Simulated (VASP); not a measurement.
CoSi2: ELF calculation (part 1 of 2)

CoSi2 (Fm-3m, 3 atoms in the cell), computed with Kohn-Sham DFT of a periodic cell, PBEsol, VASP PAW PBE potentials, recommended, spin-polarised (VASP 6.6.1).

The structure derives from an entry of the Crystallography Open Database.

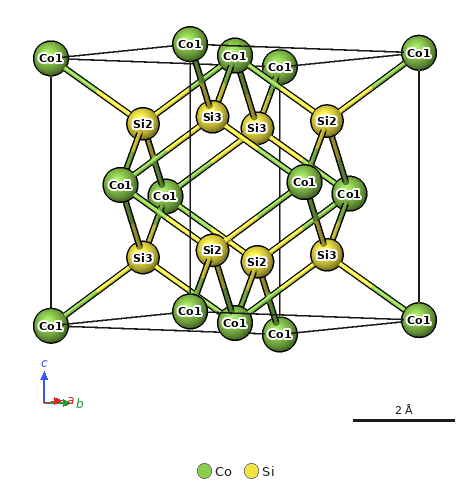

Fig. 1: The structure (ball-and-stick view of the cell 4 times as large as that of the calculation, set on its symmetry axes, seen at an oblique angle; atoms are numbered from 1 in the order of the input). Near neighbours in the crystal (not all of them lie inside the picture): Co has 8 Si at 2.32 Å; Si has 4 Co at 2.32 Å.

Results in brief:

```json
{"quantity": "outcome", "value": "converged"}
{"quantity": "space group (tolerance 0.01 Å)", "value": "Fm-3m (225)"}
{"quantity": "electrons treated", "value": "17"}
{"quantity": "free energy", "value": "−20.9641 eV"}
{"quantity": "Fermi energy of the self-consistent step", "value": "9.955 eV"}
{"quantity": "gap on the k-point mesh", "value": "none (metallic)"}
{"quantity": "net moment of the cell", "value": "0.00 μB"}
{"quantity": "pressure", "value": "−4.31 GPa"}
{"quantity": "largest force (length of the vector)", "value": "under 0.001 eV/Å"}
{"quantity": "hardware", "value": "1 thread of Intel Xeon (Granite Rapids), 64 GiB of memory available, shared host"}
{"quantity": "wall time", "value": "20 s"}
{"quantity": "peak memory", "value": "0.18 GiB"}
```

INCAR:
```
SYSTEM = CoSi2
ALGO = Normal
EDIFF = 1E-6
ENCUT = 520
GGA = PS
ISIF = 2
ISMEAR = 0
ISPIN = 2
LASPH = .True.
LCHARG = .True.
LELF = .True.
LMAXMIX = 4
LORBIT = 11
LREAL = .False.
LWAVE = .False.
MAGMOM = 2 0 0
NELM = 150
PREC = Accurate
SIGMA = 0.02
```

KPOINTS:
```
k-points
0
Gamma
  9 9 9
  0 0 0
```

POSCAR:
```
CoSi2
1.0
    0.0000000000      2.6780000000      2.6780000000
    2.6780000000      0.0000000000      2.6780000000
    2.6780000000      2.6780000000      0.0000000000
Co Si
1 2
Direct
    0.0000000000      0.0000000000      0.0000000000
    0.7500000000      0.7500000000      0.7500000000
    0.2500000000      0.2500000000      0.2500000000
```

Run as:
```bash
cat potpaw_PBE.64/Co/POTCAR potpaw_PBE.64/Si/POTCAR > POTCAR
mpirun -np 1 vasp_std > vasp.out
```

OSZICAR:
```
N       E                     dE             d eps       ncg     rms          rms(c)
DAV:   1     0.657660744491E+02    0.65766E+02   -0.70127E+03  1820   0.125E+03
DAV:   2    -0.182095164908E+02   -0.83976E+02   -0.77058E+02  1840   0.239E+02
DAV:   3    -0.221682063254E+02   -0.39587E+01   -0.38259E+01  2449   0.583E+01
DAV:   4    -0.222562124489E+02   -0.88006E-01   -0.87578E-01  2169   0.821E+00
DAV:   5    -0.222587200836E+02   -0.25076E-02   -0.25067E-02  2479   0.144E+00    0.169E+01
DAV:   6    -0.271731331042E+02   -0.49144E+01   -0.40184E+01  2154   0.139E+02    0.201E+01
DAV:   7    -0.209692540385E+02    0.62039E+01   -0.17763E+01  2342   0.109E+02    0.368E+00
DAV:   8    -0.210073432889E+02   -0.38089E-01   -0.13026E+00  2340   0.100E+01    0.210E+00
DAV:   9    -0.209650181366E+02    0.42325E-01   -0.12111E-01  2325   0.685E+00    0.582E-01
DAV:  10    -0.209642184215E+02    0.79972E-03   -0.58784E-03  2507   0.813E-01    0.302E-01
DAV:  11    -0.209640232882E+02    0.19513E-03   -0.55837E-04  2728   0.285E-01    0.129E-01
DAV:  12    -0.209640447046E+02   -0.21416E-04   -0.78307E-05  2461   0.115E-01    0.533E-02
DAV:  13    -0.209640489065E+02   -0.42019E-05   -0.70479E-06  2245   0.317E-02    0.137E-02
DAV:  14    -0.209640504915E+02   -0.15849E-05   -0.12509E-06  1602   0.163E-02    0.565E-03
DAV:  15    -0.209640503616E+02    0.12987E-06   -0.58155E-07  1324   0.821E-03
   1 F= -.20964050E+02 E0= -.20963903E+02  d E =-.295316E-03  mag=    -0.0001
```

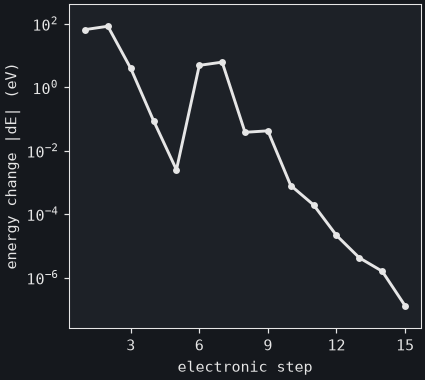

Fig. 2: Convergence of the self-consistent field: energy change |dE| against the electronic step. It takes 15 electronic steps. The density is held fixed in the first few steps, and dE rises again when its update begins.

Parts of OUTCAR:
```
SYSTEM = CoSi2
   EDIFF = 1E-6
   ENCUT = 520
   GGA = PS
   ISIF = 2
   ISMEAR = 0
   ISPIN = 2
   LASPH = .True.
   LORBIT = 11
   LREAL = .False.
   NELM = 150
   PREC = Accurate

 ion  position               nearest neighbor table
   1  0.000  0.000  0.000-   2 2.32   3 2.32   2 2.32   2 2.32   3 2.32   2 2.32   3 2.32   3 2.32

   2  0.750  0.750  0.750-   1 2.32   1 2.32   1 2.32   1 2.32   3 2.68   3 2.68   3 2.68   3 2.68
                             3 2.68   3 2.68
   3  0.250  0.250  0.250-   1 2.32   1 2.32   1 2.32   1 2.32   2 2.68   2 2.68   2 2.68   2 2.68
                             2 2.68   2 2.68

  LATTYP: Found a face centered cubic cell.
 ALAT       =     5.3560000000

  Lattice vectors:

 A1 = (   0.0000000000,   2.6780000000,   2.6780000000)
 A2 = (   2.6780000000,   0.0000000000,   2.6780000000)
 A3 = (   2.6780000000,   2.6780000000,   0.0000000000)

Analysis of symmetry for initial positions (statically):
=====================================================================
 Subroutine PRICEL returns:
 Original cell was already a primitive cell.

 Routine SETGRP: Setting up the symmetry group for a
 face centered cubic supercell.

 Subroutine GETGRP returns: Found 48 space group operations
 (whereof 48 operations were pure point group operations)
 out of a pool of 48 trial point group operations.

The static configuration has the point symmetry O_h .

Analysis of symmetry for dynamics (positions and initial velocities):
=====================================================================
 Subroutine PRICEL returns:
 Original cell was already a primitive cell.

 Routine SETGRP: Setting up the symmetry group for a
 face centered cubic supercell.

 Subroutine GETGRP returns: Found 48 space group operations
 (whereof 48 operations were pure point group operations)
 out of a pool of 48 trial point group operations.

The dynamic configuration has the point symmetry O_h .

Analysis of structural, dynamic, and magnetic symmetry:
=====================================================================
 Subroutine PRICEL returns:
 Original cell was already a primitive cell.

 Routine SETGRP: Setting up the symmetry group for a
 face centered cubic supercell.

 Subroutine GETGRP returns: Found 48 space group operations
 (whereof 48 operations were pure point group operations)
 out of a pool of 48 trial point group operations.

The overall configuration has the point symmetry O_h .

 Subroutine INISYM returns: Found 48 space group operations
 (whereof 48 operations are pure point group operations),
 and found     1 'primitive' translations

----------------------------------------------------------------------------------------

                                     Primitive cell

  volume of cell :      38.4115

  direct lattice vectors                    reciprocal lattice vectors
     0.000000000  2.678000000  2.678000000    -0.186706497  0.186706497  0.186706497
     2.678000000  0.000000000  2.678000000     0.186706497 -0.186706497  0.186706497
     2.678000000  2.678000000  0.000000000     0.186706497  0.186706497 -0.186706497

  length of vectors
     3.787263920  3.787263920  3.787263920     0.323385140  0.323385140  0.323385140

  position of ions in fractional coordinates (direct lattice)
     0.000000000  0.000000000  0.000000000
     0.750000000  0.750000000  0.750000000
     0.250000000  0.250000000  0.250000000

  ion indices of the primitive-cell ions
   primitive index   ion index
                 1           1
                 2           2
                 3           3

----------------------------------------------------------------------------------------

 KPOINTS: k-points

Automatic generation of k-mesh.
 Grid dimensions read from file:
 generate k-points for:    9    9    9

 Generating k-lattice:

  Cartesian coordinates                     Fractional coordinates (reciprocal lattice)
    -0.020745166  0.020745166  0.020745166     0.111111111  0.000000000  0.000000000
     0.020745166 -0.020745166  0.020745166     0.000000000  0.111111111  0.000000000
     0.020745166  0.020745166 -0.020745166     0.000000000  0.000000000  0.111111111

  Length of vectors
     0.035931682  0.035931682  0.035931682

  Shift w.r.t. Gamma in fractional coordinates (k-lattice)
     0.000000000  0.000000000  0.000000000

 Subroutine IBZKPT returns following result:
 ===========================================

 Found     35 irreducible k-points:

 Following reciprocal coordinates:
            Coordinates               Weight
  0.000000  0.000000  0.000000      1.000000
  0.111111  0.000000  0.000000      8.000000
  0.222222  0.000000  0.000000      8.000000
  0.333333  0.000000  0.000000      8.000000
  0.444444  0.000000  0.000000      8.000000
  0.111111  0.111111  0.000000      6.000000
  0.222222  0.111111  0.000000     24.000000
  0.333333  0.111111  0.000000     24.000000
  0.444444  0.111111  0.000000     24.000000
 -0.444444  0.111111  0.000000     24.000000
 -0.333333  0.111111  0.000000     24.000000
 -0.222222  0.111111  0.000000     24.000000
 -0.111111  0.111111  0.000000     12.000000
  0.222222  0.222222  0.000000      6.000000
  0.333333  0.222222  0.000000     24.000000
  0.444444  0.222222  0.000000     24.000000
 -0.444444  0.222222  0.000000     24.000000
 -0.333333  0.222222  0.000000     24.000000
 -0.222222  0.222222  0.000000     12.000000
  0.333333  0.333333  0.000000      6.000000
  0.444444  0.333333  0.000000     24.000000
 -0.444444  0.333333  0.000000     24.000000
 -0.333333  0.333333  0.000000     12.000000
  0.444444  0.444444  0.000000      6.000000
 [... further k-points ...]
   k-points           NKPTS =     35   k-points in BZ     NKDIM =     35   number of bands    NBANDS=     13
   number of dos      NEDOS =    301   number of ions     NIONS =      3
   total plane-waves  NPLWV =  21952
   dimension x,y,z NGX =    28 NGY =   28 NGZ =   28
   dimension x,y,z NGXF=    56 NGYF=   56 NGZF=   56
   ions per type =               1   2
   NGX,Y,Z   is equivalent  to a cutoff of  12.29, 12.29, 12.29 a.u.
   NGXF,Y,Z  is equivalent  to a cutoff of  24.58, 24.58, 24.58 a.u.
 SYSTEM =  CoSi2
   PREC   = accura    normal or accurate (medium, high low for compatibility)
   ISTART =      0    job   : 0-new  1-cont  2-samecut
   ICHARG =      2    charge: 1-file 2-atom 10-const
   ISPIN  =      2    spin polarized calculation?
   LNONCOLLINEAR =      F non collinear calculations
   LSORBIT =      F    spin-orbit coupling
   LASPH  =      T    aspherical Exc in radial PAW
   ENCUT  =  520.0 eV  38.22 Ry    6.18 a.u.   7.04  7.04  7.04*2*pi/ulx,y,z
   NELM   =    150;   NELMIN=  2; NELMDL= -5     # of ELM steps
   EDIFF  = 0.1E-05   stopping-criterion for ELM
   LREAL  =      F    real-space projection
   EDIFFG = 0.1E-04   stopping-criterion for IOM
   NSW    =      0    number of steps for IOM
   IBRION =     -1    ionic relax: 0-MD 1-quasi-New 2-CG
   NFREE  =      0    steps in history (QN), initial steepest desc. (CG)
   ISIF   =      2    stress and relaxation
   ISYM   =      2    0-nonsym 1-usesym 2-fastsym
   POTIM  = 0.5000    time-step for ionic-motion
   TEBEG  =    0.0;   TEEND  =   0.0 temperature during run
   PSTRESS=    0.0 pullay stress
   NELECT =      17.0000    total number of electrons
   NUPDOWN=      -1.0000    fix difference up-down
   EMIN   =  10.00;   EMAX   =-10.00  energy-range for DOS
   EFERMI =   0.00;   METHOD = LEGACY
   ISMEAR =     0;   SIGMA  =   0.02  broadening in eV -4-tet -1-fermi 0-gaus
   EFERMI_NEDOS =   21; number of points for ismear=-14 and -15
   IALGO  =     38    algorithm
   IMIX   =      4    mixing-type and parameters
     AMIX     =   0.40;   BMIX     =  1.00
     AMIX_MAG =   1.60;   BMIX_MAG =  1.00
  volume/ion in A,a.u.               =      12.80        86.40
  Fermi-wavevector in a.u.,A,eV,Ry     =   1.247586  2.357596 21.177078  1.556471
  Thomas-Fermi vector in A             =   2.381712
   LORBIT       =     11    0 simple, 1 ext, 2 COOP (PROOUT), +10 PAW based schemes
   GGA     = PS    functional components
   LHFCALC =     F    Hartree Fock is set to
   AEXX    =    0.0000 exact exchange contribution
   IVDW    =     0    specifies the selected vdW correction
```
